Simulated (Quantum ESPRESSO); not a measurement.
Single-point calculation of Ni3Si (part 2 of 3)

Continued. System: Ni3Si (4 atoms in the cell). Method: Kohn-Sham DFT of a periodic cell, LDA, GBRV 1.5 LDA, spin-polarised (Quantum ESPRESSO 7.5); cutoff 612.26 eV, 8×8×8 k-mesh, fermi-dirac of 0.05 eV, collinear spins. The structure derives from an entry of the Crystallography Open Database. The volume is scaled by 1.02.

Geometry of the input (Å; fractional positions):
```
3.5655  0.0000  0.0000
0.0000  3.5655  0.0000
0.0000  0.0000  3.5655
Ni 0.5000  0.5000  0.0000
Ni 0.5000  0.0000  0.5000
Ni 0.0000  0.5000  0.5000
Si 0.0000  0.0000  0.0000
```

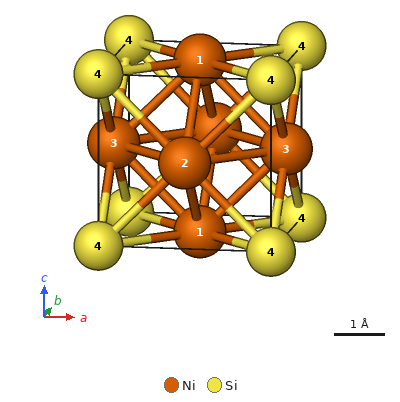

**Figure 1.** The structure (ball-and-stick view of the cell of the calculation, seen slightly off an axis; atoms are numbered from 1 in the order of the input). An atom can appear more than once, as a periodic image.

The program's output, continued:
```
   -86.4470 -86.4324 -86.4248 -47.3351 -47.3351 -47.3314 -47.3129 -47.3129
   -47.3069 -47.1788 -47.1653 -47.1653   5.7226   9.1478  12.0419  12.3332
    12.3332  12.8463  12.9186  13.7449  13.7449  13.9939  14.0044  14.7097
    14.7097  14.7650  14.9350  15.3073  15.8498  18.3705  18.3705  20.5574
    21.7861  22.0242  22.0242  23.3237  26.1880  28.0596  29.3592  29.6625
    29.6625  33.1227

          k = 0.0000 0.0000-0.5000 (  1542 PWs)   bands (ev):

   -86.4446 -86.4347 -86.4248 -47.3305 -47.3305 -47.3273 -47.3157 -47.3157
   -47.3071 -47.1833 -47.1670 -47.1670   6.2522   8.3923  12.1953  12.2895
    12.2895  12.9310  13.1533  13.7670  13.7670  13.9152  14.0029  14.5861
    14.5861  14.6159  14.7534  15.3108  15.8499  19.2571  19.2571  20.4969
    20.9572  20.9572  21.7521  23.1376  25.8379  29.3373  30.1280  30.7926
    30.7926  31.8363

          k = 0.0000 0.1250 0.1250 (  1542 PWs)   bands (ev):

   -86.4526 -86.4263 -86.4254 -47.3513 -47.3470 -47.3423 -47.3108 -47.3073
   -47.3020 -47.1686 -47.1590 -47.1530   4.6319  11.2433  11.7128  12.0539
    12.4334  12.4883  12.6443  13.8202  13.9068  14.3845  14.4297  15.0577
    15.0766  15.1493  15.3279  15.4132  15.7632  16.1873  16.5900  20.8877
    22.3637  22.6673  23.8049  25.2085  26.2482  26.9233  27.3592  29.4480
    30.4996  31.4004

          k = 0.0000 0.1250 0.2500 (  1553 PWs)   bands (ev):

   -86.4499 -86.4288 -86.4256 -47.3490 -47.3409 -47.3338 -47.3152 -47.3094
   -47.2980 -47.1815 -47.1631 -47.1521   5.1350  10.5634  11.6785  12.1700
    12.3661  12.5894  12.7976  13.5751  13.8018  14.0126  14.3771  14.8496
    14.8846  15.1035  15.2389  15.2723  15.7161  16.6966  17.4644  21.0858
    21.9717  22.6125  23.9405  24.1658  26.1794  26.7510  27.5621  28.6853
    30.8275  32.7008

          k = 0.0000 0.1250 0.3750 (  1562 PWs)   bands (ev):

   -86.4462 -86.4324 -86.4256 -47.3439 -47.3331 -47.3285 -47.3176 -47.3130
   -47.2945 -47.1931 -47.1673 -47.1534   5.8769   9.2895  11.9283  12.2258
    12.2927  12.9209  12.9439  13.5862  13.6788  14.0255  14.1514  14.5298
    14.6994  14.8822  15.0376  15.2388  15.7079  17.5444  18.5991  20.4216
    21.0753  22.2557  22.7674  24.2063  27.1920  27.3264  28.1592  29.0184
    30.8356  32.0867

          k = 0.0000 0.1250-0.5000 (  1558 PWs)   bands (ev):

   -86.4439 -86.4347 -86.4256 -47.3405 -47.3290 -47.3285 -47.3170 -47.3157
   -47.2929 -47.1980 -47.1691 -47.1543   6.3919   8.5556  12.0124  12.2577
    12.2716  12.9600  13.2140  13.5828  13.7749  13.8942  14.1322  14.3471
    14.6295  14.7647  14.8786  15.2487  15.7073  18.1712  19.4252  19.5707
    21.0455  21.2334  22.8556  23.9720  26.8603  27.6509  29.4343  30.7897
    30.8010  30.9524

          k = 0.0000 0.2500 0.2500 (  1566 PWs)   bands (ev):

   -86.4474 -86.4298 -86.4270 -47.3541 -47.3351 -47.3266 -47.3198 -47.3107
   -47.2875 -47.1983 -47.1675 -47.1445   5.6168  10.7616  10.9582  12.2083
    12.2802  12.7051  13.0331  13.3120  13.7484  13.9220  14.5721  14.6591
    14.7928  14.9786  15.0494  15.3228  15.5168  16.4002  18.2137  20.1207
    21.2999  24.2358  24.4729  24.5307  25.0021  26.7399  26.9289  30.6402
    30.6608  31.1184

          k = 0.0000 0.2500 0.3750 (  1564 PWs)   bands (ev):

   -86.4440 -86.4326 -86.4276 -47.3570 -47.3279 -47.3243 -47.3191 -47.3133
   -47.2790 -47.2122 -47.1721 -47.1407   6.3176   9.6783  11.1760  12.2105
    12.3749  12.9681  13.0799  13.4360  13.5309  14.1069  14.2616  14.4950
    14.6857  14.8158  15.0254  15.1809  15.4099  16.6852  18.6056  19.2109
    21.3674  22.8730  24.8062  24.9811  25.3349  27.5449  28.3933  29.6039
    29.6293  31.0613

          k = 0.0000 0.2500-0.5000 (  1556 PWs)   bands (ev):

   -86.4417 -86.4347 -86.4277 -47.3578 -47.3248 -47.3235 -47.3171 -47.3157
   -47.2757 -47.2177 -47.1741 -47.1397   6.7883   9.0143  11.3054  12.1820
    12.4464  13.0375  13.2907  13.3265  13.7980  13.8642  14.2410  14.2632
    14.7104  14.7402  15.0537  15.0566  15.3809  17.0938  17.7949  19.9127
    21.3886  21.9467  24.6414  25.1188  25.7022  28.2618  28.8676  29.0760
    29.6721  31.3942

          k = 0.0000 0.3750 0.3750 (  1560 PWs)   bands (ev):

   -86.4408 -86.4332 -86.4300 -47.3665 -47.3218 -47.3199 -47.3191 -47.3142
   -47.2680 -47.2273 -47.1773 -47.1327   6.9421  10.1062  10.2599  12.1376
    12.4921  13.0628  13.1394  13.3926  13.5432  14.1369  14.2574  14.4896
    14.6619  14.7265  14.7516  15.1184  15.1593  16.4374  17.3059  20.0550
    21.6042  23.5824  23.7527  25.3854  25.8384  28.1511  28.1859  28.2236
    29.8174  33.2627

          k = 0.0000 0.3750-0.5000 (  1570 PWs)   bands (ev):

   -86.4385 -86.4347 -86.4309 -47.3699 -47.3196 -47.3180 -47.3171 -47.3157
   -47.2640 -47.2333 -47.1796 -47.1300   7.3382   9.6323  10.4489  12.1085
    12.4787  13.1276  13.2208  13.2948  13.8315  13.8526  14.3461  14.3489
    14.5943  14.7155  14.7683  15.0114  15.0616  16.5641  16.7209  20.6327
    21.7153  22.8243  24.1034  25.2960  26.1846  27.5061  27.5814  28.7674
    32.0310  32.1338

          k = 0.0000-0.5000-0.5000 (  1596 PWs)   bands (ev):

   -86.4347 -86.4347 -86.4347 -47.3742 -47.3171 -47.3171 -47.3157 -47.3157
   -47.2598 -47.2396 -47.1820 -47.1267   7.6722   9.9885   9.9885  12.0788
    12.3373  13.1697  13.2806  13.2806  13.8516  13.8516  14.3887  14.4826
    14.4845  14.4845  14.7873  14.8838  14.9251  16.4376  16.4376  21.1333
    21.8770  23.3118  23.3118  25.9491  25.9491  26.5451  26.8908  30.1986
    32.8985  32.8985

          k = 0.1250 0.1250 0.1250 (  1554 PWs)   bands (ev):

   -86.4516 -86.4263 -86.4263 -47.3536 -47.3413 -47.3413 -47.3101 -47.3101
   -47.2991 -47.1779 -47.1543 -47.1543   4.8035  11.2754  11.8198  11.8198
    12.2805  12.6472  12.6472  13.5586  14.0752  14.0752  14.6825  14.6825
    15.1450  15.1450  15.2959  15.4083  15.7561  16.4186  16.4186  21.6420
    22.7200  22.7200  23.4312  24.6075  24.6075  27.8225  27.8225  30.2069
    30.2425  31.8716

          k = 0.1250 0.1250 0.2500 (  1554 PWs)   bands (ev):

   -86.4490 -86.4289 -86.4263 -47.3524 -47.3386 -47.3348 -47.3141 -47.3070
   -47.2948 -47.1926 -47.1577 -47.1513   5.2993  10.6575  11.6559  12.0655
    12.2182  12.7006  12.8295  13.4504  13.8348  13.9455  14.4486  14.7298
    14.8725  15.1161  15.1373  15.3089  15.7034  16.7913  16.9987  21.8185
    22.1464  22.5863  22.9840  24.5045  24.9850  27.3975  28.4973  29.6348
    29.9988  32.6061

          k = 0.1250 0.1250 0.3750 (  1553 PWs)   bands (ev):

   -86.4455 -86.4324 -86.4263 -47.3475 -47.3357 -47.3337 -47.3173 -47.3014
   -47.2914 -47.2054 -47.1612 -47.1512   6.0269   9.4256  11.7844  12.2109
    12.2791  12.9543  12.9672  13.5274  13.6690  13.8486  14.3251  14.5507
    14.6274  14.9138  15.0769  15.1583  15.6513  17.6427  17.7197  20.2828
    21.1238  22.3283  23.1153  25.3217  25.7190  27.9370  28.4152  29.3160
    30.2288  32.3050

          k = 0.1250 0.1250-0.5000 (  1548 PWs)   bands (ev):

   -86.4432 -86.4347 -86.4263 -47.3433 -47.3358 -47.3344 -47.3186 -47.2984
   -47.2901 -47.2105 -47.1627 -47.1516   6.5258   8.7168  11.8143  12.2275
    12.3503  12.9965  13.2878  13.4721  13.6740  13.7677  14.3109  14.3684
    14.6499  14.7283  14.9562  15.1717  15.6336  18.1563  18.4034  19.2964
    20.4184  22.4248  23.2183  25.1134  26.1692  27.5144  28.7050  30.3365
    31.2972  32.3153

          k = 0.1250 0.2500 0.2500 (  1560 PWs)   bands (ev):

   -86.4467 -86.4298 -86.4277 -47.3559 -47.3402 -47.3344 -47.3101 -47.3032
   -47.2867 -47.2103 -47.1588 -47.1452   5.7716  10.7634  11.0898  12.0324
    12.2876  12.7782  13.0091  13.3198  13.7283  13.8438  14.5695  14.6011
    14.8146  14.8887  14.9986  15.3823  15.6242  16.4362  17.3844  20.3066
    22.5197  22.8585  23.3107  24.8087  24.8645  28.0230  28.4149  29.2249
    31.0993  32.2692

          k = 0.1250 0.2500 0.3750 (  1564 PWs)   bands (ev):

   -86.4434 -86.4326 -86.4282 -47.3575 -47.3408 -47.3356 -47.3079 -47.2977
   -47.2788 -47.2247 -47.1621 -47.1410   6.4532   9.7947  11.1778  12.1302
    12.4547  12.9293  13.1136  13.3932  13.5622  13.8198  14.4469  14.5846
    14.6426  14.7360  14.9771  15.1912  15.5185  16.6934  17.9031  18.9291
    21.4389  22.9833  23.7870  25.2130  26.1821  27.3982  28.7694  29.5105
    30.6285  32.4274

          k = 0.1250 0.2500-0.5000 (  1558 PWs)   bands (ev):

   -86.4412 -86.4347 -86.4282 -47.3579 -47.3388 -47.3380 -47.3075 -47.2950
   -47.2756 -47.2304 -47.1636 -47.1398   6.9027   9.1700  11.2544  12.1772
    12.5187  13.0903  13.1841  13.3464  13.6622  13.6974  14.3735  14.4677
    14.6409  14.7193  14.9683  15.0540  15.4726  17.0739  17.7722  18.6779
    20.7685  23.1227  24.2501  25.4127  25.9063  26.9813  29.7332  29.7525
    31.6193  31.6319

          k = 0.1250 0.3750 0.3750 (  1569 PWs)   bands (ev):

   -86.4404 -86.4332 -86.4304 -47.3665 -47.3406 -47.3367 -47.3000 -47.2965
   -47.2679 -47.2403 -47.1656 -47.1329   7.0478  10.1585  10.4116  12.1053
    12.5131  12.9846  13.2679  13.2744  13.5918  13.8413  14.4282  14.5147
    14.5906  14.7373  14.8233  15.1207  15.3173  16.3646  17.2026  18.8859
    22.0751  22.4168  23.4020  25.6378  27.0920  27.1140  28.7707  29.9729
    30.9670  33.4618

          k = 0.1250 0.3750-0.5000 (  1568 PWs)   bands (ev):

   -86.4382 -86.4347 -86.4312 -47.3699 -47.3389 -47.3383 -47.2983 -47.2947
   -47.2640 -47.2464 -47.1672 -47.1301   7.4131   9.7845  10.5352  12.1253
    12.4249  13.1026  13.2531  13.2856  13.7559  13.7636  14.3350  14.4573
    14.6291  14.7273  14.7621  14.9974  15.2365  16.4829  16.6430  19.2020
    21.5635  22.7582  23.6093  24.9290  27.1149  27.4423  29.3015  30.1902
    32.2084  32.3190

          k = 0.1250-0.5000-0.5000 (  1556 PWs)   bands (ev):

   -86.4347 -86.4347 -86.4347 -47.3742 -47.3383 -47.3383 -47.2946 -47.2946
   -47.2598 -47.2527 -47.1690 -47.1267   7.7101  10.1452  10.1452  12.1026
    12.2046  13.2055  13.2055  13.3914  13.8106  13.8106  14.2256  14.5713
    14.5713  14.5807  14.7693  14.8716  15.0983  16.3360  16.3360  19.5410
    22.0991  22.0991  23.8327  24.1734  27.5482  27.5482  29.4768  30.4019
    32.9581  32.9581

          k = 0.2500 0.2500 0.2500 (  1571 PWs)   bands (ev):

   -86.4446 -86.4298 -86.4298 -47.3591 -47.3448 -47.3448 -47.2950 -47.2950
   -47.2828 -47.2298 -47.1472 -47.1472   6.2125  10.6688  11.4501  11.4501
    12.4673  12.9458  12.9458  13.3347  13.6729  13.6729  14.5827  14.5827
    14.6054  14.8937  14.8937  15.5053  15.6886  16.5465  16.5465  20.1778
    21.5232  21.5232  25.1489  25.1539  25.1539  26.8122  30.2273  30.2273
    32.6053  32.8390

          k = 0.2500 0.2500 0.3750 (  1553 PWs)   bands (ev):

   -86.4417 -86.4326 -86.4297 -47.3602 -47.3520 -47.3479 -47.2923 -47.2832
   -47.2765 -47.2454 -47.1494 -47.1401   6.8308  10.0858  11.1136  11.9137
    12.6488  12.8534  13.0945  13.3974  13.5949  13.6346  14.4080  14.5289
    14.6531  14.7796  14.9094  15.2799  15.6124  16.6749  16.6989  18.8402
    20.2998  22.0241  25.2709  25.4993  25.5844  27.6119  30.2815  31.3341
    31.8561  33.0426

          k = 0.2500 0.2500-0.5000 (  1548 PWs)   bands (ev):

   -86.4396 -86.4347 -86.4297 -47.3598 -47.3546 -47.3495 -47.2918 -47.2787
   -47.2737 -47.2514 -47.1503 -47.1378   7.2144   9.6091  11.0710  12.1788
    12.6859  12.7759  13.2997  13.3131  13.5472  13.6806  14.3390  14.4707
    14.7667  14.8179  14.8312  15.0398  15.5484  16.7298  17.2778  17.8652
    19.8677  22.5272  24.4972  25.6791  25.7987  28.3508  31.0272  31.1791
    32.6861  33.4103

          k = 0.2500 0.3750 0.3750 (  1561 PWs)   bands (ev):

   -86.4393 -86.4332 -86.4315 -47.3667 -47.3563 -47.3536 -47.2818 -47.2795
   -47.2678 -47.2617 -47.1473 -47.1335   7.3280  10.3056  10.8437  11.9089
    12.5738  12.9025  13.0228  13.5499  13.6484  13.6821  14.1870  14.5773
    14.5955  14.8085  14.8893  15.2583  15.5417  16.1383  16.5557  18.1655
    20.5080  20.8656  23.6853  25.9699  27.9971  28.4616  30.9194  31.6240
    33.2690  34.1153

          k = 0.2500 0.3750-0.5000 (  1562 PWs)   bands (ev):

   -86.4374 -86.4347 -86.4320 -47.3698 -47.3569 -47.3553 -47.2805 -47.2764
   -47.2678 -47.2639 -47.1476 -47.1303   7.6038  10.2147  10.7706  12.1796
    12.2852  12.8919  13.0780  13.6411  13.6956  13.7410  14.0986  14.5540
    14.6731  14.7750  14.9469  14.9825  15.4779  16.1992  16.3521  17.9348
    20.1675  21.2006  22.8570  26.1872  28.4581  29.4994  31.0993  32.7922
    32.8525  33.0085

          k = 0.2500-0.5000-0.5000 (  1568 PWs)   bands (ev):

   -86.4347 -86.4347 -86.4347 -47.3741 -47.3570 -47.3570 -47.2762 -47.2762
   -47.2741 -47.2598 -47.1478 -47.1266   7.8040  10.5934  10.5934  11.9833
    12.1747  12.9963  12.9963  13.7694  13.7694  13.8672  13.9834  14.6802
    14.6802  14.7263  14.8236  14.8436  15.3646  16.0405  16.0405  18.0677
    20.6616  20.6616  21.9727  26.4114  30.0186  30.0186  30.9518  32.2652
    33.2686  33.2686

          k = 0.3750 0.3750 0.3750 (  1559 PWs)   bands (ev):

   -86.4376 -86.4332 -86.4332 -47.3681 -47.3649 -47.3649 -47.2780 -47.2692
   -47.2692 -47.2665 -47.1341 -47.1341   7.6556  10.5437  11.4742  11.4742
    12.6821  12.6821  12.8261  13.6988  13.6988  13.9413  13.9872  14.5606
    14.5606  14.8263  14.8263  15.4186  15.6468  15.8796  15.8796  17.7124
    19.9312  19.9312  22.0572  28.5551  28.5551  29.4111  33.0907  33.0907
    33.8007  34.9696

          k = 0.3750 0.3750-0.5000 (  1546 PWs)   bands (ev):

   -86.4361 -86.4347 -86.4332 -47.3704 -47.3689 -47.3659 -47.2840 -47.2683
   -47.2648 -47.2633 -47.1344 -47.1295   7.8106  10.8194  11.0755  12.0559
    12.2522  12.7257  12.8154  13.7272  13.7290  13.9033  14.1373  14.5635
    14.5789  14.7569  14.8281  15.2324  15.6044  15.8449  15.8770  17.3154
    19.6415  20.1751  21.1995  28.7954  29.2308  31.1468  32.3194  33.9869
    33.9888  34.6944

          k = 0.3750-0.5000-0.5000 (  1568 PWs)   bands (ev):

   -86.4347 -86.4347 -86.4347 -47.3740 -47.3696 -47.3696 -47.2899 -47.2640
   -47.2640 -47.2598 -47.1322 -47.1266   7.9016  11.2474  11.2474  11.8181
    12.2766  12.6714  12.6714  13.7559  13.7559  13.8118  14.3159  14.6054
    14.6054  14.6841  14.7297  15.2363  15.5604  15.7277  15.7277  17.1346
    19.8333  19.8333  20.2920  29.2084  31.6188  31.6188  31.6291  33.7150
    34.5732  34.5732

          k =-0.5000-0.5000-0.5000 (  1568 PWs)   bands (ev):

   -86.4346 -86.4346 -86.4346 -47.3740 -47.3740 -47.3740 -47.2956 -47.2598
   -47.2598 -47.2598 -47.1266 -47.1266   7.9432  11.7585  11.7585  11.7585
    12.3318  12.3318  12.3318  13.7510  13.7510  13.7510  14.4807  14.4807
    14.4807  14.6667  14.6667  15.5049  15.6312  15.6312  15.6312  16.8232
    19.5854  19.5854  19.5854  31.9325  31.9325  31.9325  31.9723  31.9723
    36.4317  36.4317

 ------ SPIN DOWN ----------

          k = 0.0000 0.0000 0.0000 (  1551 PWs)   bands (ev):

   -86.4546 -86.4249 -86.4249 -47.3517 -47.3517 -47.3517 -47.3058 -47.3058
   -47.3058 -47.1558 -47.1558 -47.1558   4.2823  11.2079  12.0318  12.0318
    12.5019  12.5019  12.5019  14.3739  14.3739  14.3739  15.0100  15.0100
    15.0100  15.2492  15.2492  15.5568  15.8487  15.8487  15.8487  20.1005
    21.9279  21.9279  25.8908  25.8908  25.8908  29.3518  29.3518  29.3518
    29.4804  29.4804

          k = 0.0000 0.0000 0.1250 (  1555 PWs)   bands (ev):

   -86.4536 -86.4259 -86.4249 -47.3494 -47.3494 -47.3486 -47.3066 -47.3066
   -47.3060 -47.1594 -47.1574 -47.1574   4.4582  11.2072  11.7905  12.1544
    12.4858  12.4858  12.5506  14.0832  14.0832  14.3210  14.5265  15.1046
    15.1046  15.2417  15.2515  15.4865  15.8489  16.2066  16.2066  20.4574
    21.9089  22.5062  25.3302  25.3302  25.5138  28.1739  28.1739  28.5483
    29.4604  31.6756

          k = 0.0000 0.0000 0.2500 (  1554 PWs)   bands (ev):

   -86.4508 -86.4286 -86.4249 -47.3431 -47.3431 -47.3405 -47.3090 -47.3090
   -47.3065 -47.1686 -47.1613 -47.1613   4.9679  10.4538  11.7525  12.4240
    12.4240  12.4895  12.6825  13.8053  13.8053  14.0862  14.1787  14.9541
    14.9541  15.0430  15.2082  15.3278  15.8493  17.1618  17.1618  20.6308
    21.8548  23.5808  23.7452  23.7452  25.6618  27.1845  28.5290  28.5290
    29.4107  33.7592

          k = 0.0000 0.0000 0.3750 (  1546 PWs)   bands (ev):

   -86.4470 -86.4324 -86.4248 -47.3351 -47.3351 -47.3315 -47.3129 -47.3129
   -47.3069 -47.1788 -47.1653 -47.1653   5.7226   9.1478  12.0419  12.3332
    12.3332  12.8463  12.9186  13.7449  13.7449  13.9938  14.0043  14.7097
    14.7097  14.7649  14.9350  15.3073  15.8498  18.3705  18.3705  20.5574
    21.7861  22.0242  22.0242  23.3237  26.1880  28.0596  29.3592  29.6625
    29.6625  33.1227

          k = 0.0000 0.0000-0.5000 (  1542 PWs)   bands (ev):

   -86.4446 -86.4347 -86.4248 -47.3305 -47.3305 -47.3273 -47.3158 -47.3158
   -47.3071 -47.1834 -47.1671 -47.1671   6.2522   8.3923  12.1953  12.2895
    12.2895  12.9310  13.1533  13.7670  13.7670  13.9152  14.0029  14.5861
    14.5861  14.6159  14.7534  15.3107  15.8499  19.2571  19.2571  20.4970
    20.9572  20.9572  21.7521  23.1376  25.8379  29.3373  30.1280  30.7926
    30.7926  31.8363

          k = 0.0000 0.1250 0.1250 (  1542 PWs)   bands (ev):
```
